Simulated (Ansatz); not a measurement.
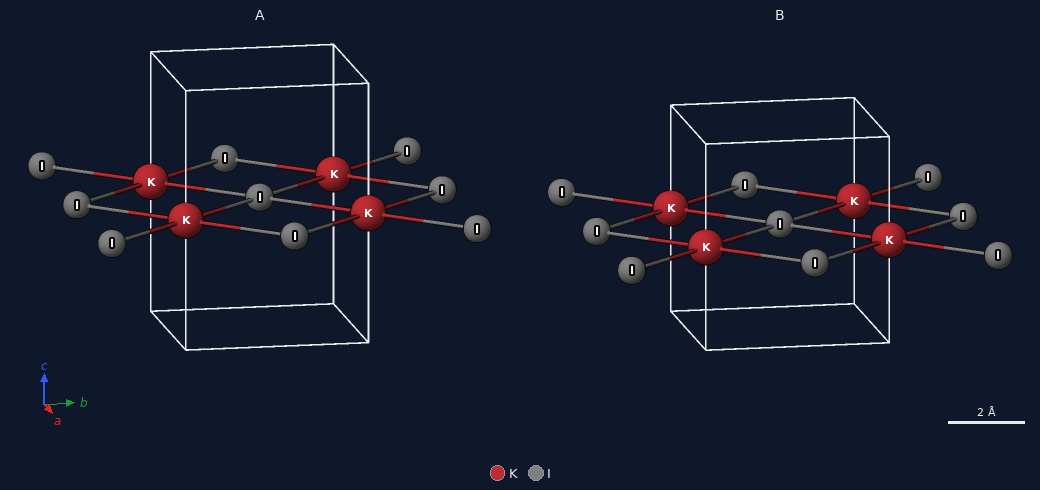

Two geometries of a crystal of KI (built on the random type), drawn at one scale. One is the start of a relaxation, the other its converged end. A ball-and-stick model of the cell of the calculation, seen slightly off an axis.

Method: DFT PBE, scalar-relativistic, plane waves, PAW (Ansatz). (plane-wave cutoff 420 eV; k-point mesh 6 × 6 × 4; occupations gaussian; smearing width 0.02 eV; no spin polarisation; cell and atoms relaxed; force threshold 0.01 eV/Å; at most 80 steps)

**Which of the two is the end point?**

Structure A is the relaxed one. Case: random cell with space group Cmme (No. 67). The energy falls by 8.6 meV per atom in 10 accepted moves (12 points after the start). All forces vanish by symmetry, so only the cell relaxes. Pressure: −0.05 GPa at the start and 0.01 GPa at the end. The SCF was repeated twice at an unchanged geometry on a basis and grid sized afresh for the cell, which shifted the energy by 0.8 meV per atom at most. No atom moves by more than 0.005 Å relative to the cell. Cell: a = b 4.913 → 4.897 Å (−0.3 %), c 5.553 → 6.988 Å (+25.8 %). Volume +25.0 %. Some distances before and after: I–K 3.474 → 3.463 Å. The space group stays P4/mmm (No. 123).

Limits of the set-up: layers or molecules are held without a dispersion correction, so their spacing is unreliable.
